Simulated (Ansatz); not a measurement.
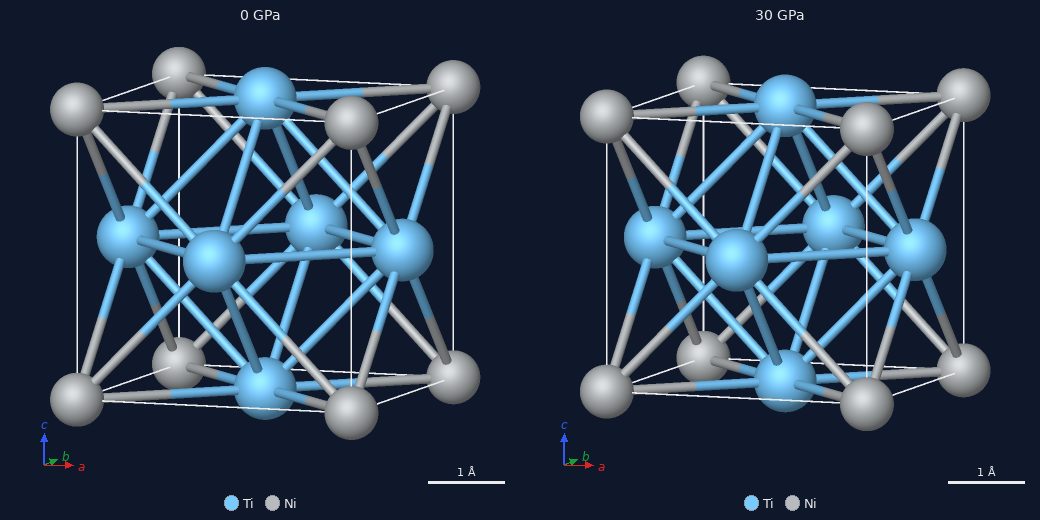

Ti₃Ni, Cu₃Au (L1₂) type, space group Pm-3m (No. 221), relaxed (cell and atoms) under a series of hydrostatic pressures; the conventional cell is drawn at the lowest and the highest, to one scale (sticks follow a distance rule). The start was a structure listed in the Materials Project. It needn't be the stable form of this composition.

Alike in all runs: Ansatz 0.2.0; functional PBEsol; potentials Ansatz PAW; cutoff 420 eV; k mesh 7 × 7 × 7 on the run's cell of 4 atoms; occupations fermi-dirac, width 0.05 eV; collinear spin, ferromagnetic start; no spin-orbit coupling.

```tsv
pressure (GPa)	volume (Å³/atom)	a (Å)
0.0	14.644	3.884
2.0	14.439	3.865
5.0	?	?
10.0	13.737	3.802
20.0	13.038	3.736
30.0	12.476	3.682
```

### What equation of state do the given rows imply, and what volume does it predict for the missing row?

The fit gives V0 = 14.64 Å³/atom, B0 = 138 GPa and B0′ = 3.8, which puts the volume at 5.0 GPa at 14.16 Å³/atom. The run gave volume 14.158 Å³/atom; a 3.840 Å.

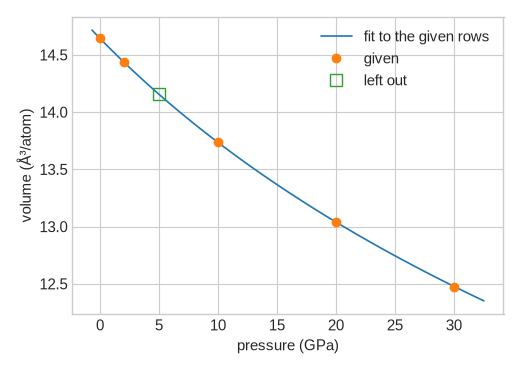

Volume against pressure, with the fit. The structure was kept in its own symmetry, so a change to another phase within this range wouldn't be seen.

Caveat: the plane-wave basis is chosen anew once the cell has moved, so the energies of steps on either side of that aren't comparable.
